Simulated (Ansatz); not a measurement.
System: Bi, space group Fm-3m (No. 225) (one of a set of cubic test structures, which need not be the stable phase).

One of the inputs:
```
crystal:
  lattice:
    - [0.0, 2.513812610831, 2.513812610831]
    - [2.513812610831, 0.0, 2.513812610831]
    - [2.513812610831, 2.513812610831, 0.0]
  atoms:
    - { symbol: Bi, position: [0, 0, 0] }
kpoints:
  mp_grid: { grid: [37, 37, 37] }
hamiltonian:
  xc: pbe
  pseudopotentials: { kind: paw }
scf:
  occupations: { method: fermi_dirac, width: 0.061225619053 }
output:
  forces: true
  stress: true
```

Launched with:
```bash
ansatz run input.yaml --threads 2
```

Method: equation of state of a cubic crystal from periodic Kohn-Sham density functional theory without spin, third-order Birch-Murnaghan fit to the free energies; pressure corrected for the finite basis (Ansatz 0.2.0 development build). Level: PBE, no spin-orbit coupling.

```csv
setting,value
structure type,fcc
atoms in cell,1
space group number,225
lattice centring,face-centred primitive
k mesh,37×37×37
occupation method,Fermi–Dirac
occupation width,0.06123 eV
wave cutoff,420 eV
datasets,soft-1 PAW
density tolerance,1e-07 eV
bands,12
density cutoff ratio,4
search for lower states,default
```

Describe the result: the energy above the lowest point and pressure against volume. The volume takes the values 29.86, 30.50, 31.14, 31.77, 32.41, 33.04, 33.68 Å³/atom.

A third-order Birch–Murnaghan fit gives V0 = 31.78 Å³/atom, B0 = 51.5 GPa and B′ = 4.6. The energy above the lowest point is 20.9 meV/atom at volume 29.86 Å³/atom and 16.3 meV/atom at 33.68 Å³/atom; the lowest computed point is at volume 31.77 Å³/atom (0.0 meV/atom), and no other minimum shows. The pressure falls from 3.702 GPa at volume 29.86 Å³/atom to −2.610 GPa at 33.68 Å³/atom, and changes sign near 31.78 Å³/atom.

```tsv
volume (Å³/atom)	energy above the lowest point (meV/atom)	pressure (GPa)
29.86	20.9	3.702
30.50	9.0	2.333
31.14	2.2	1.109
31.77	0.0	0.020
32.41	1.9	-0.960
33.04	7.5	-1.832
33.68	16.3	-2.610
```

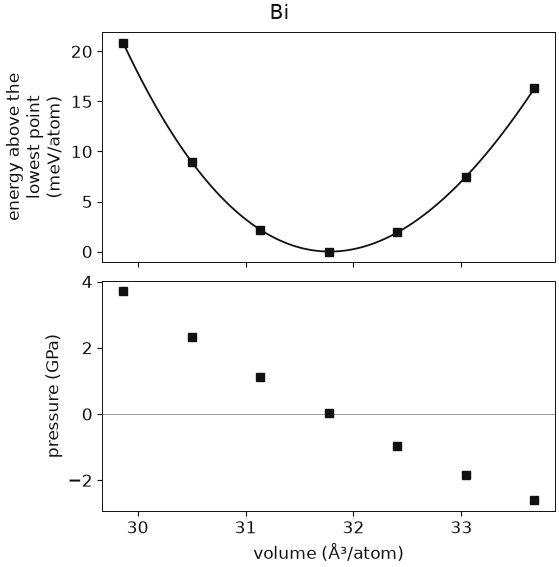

Keep in mind: cubic model structure, not the ambient form; no spin-orbit coupling with 6p elements.
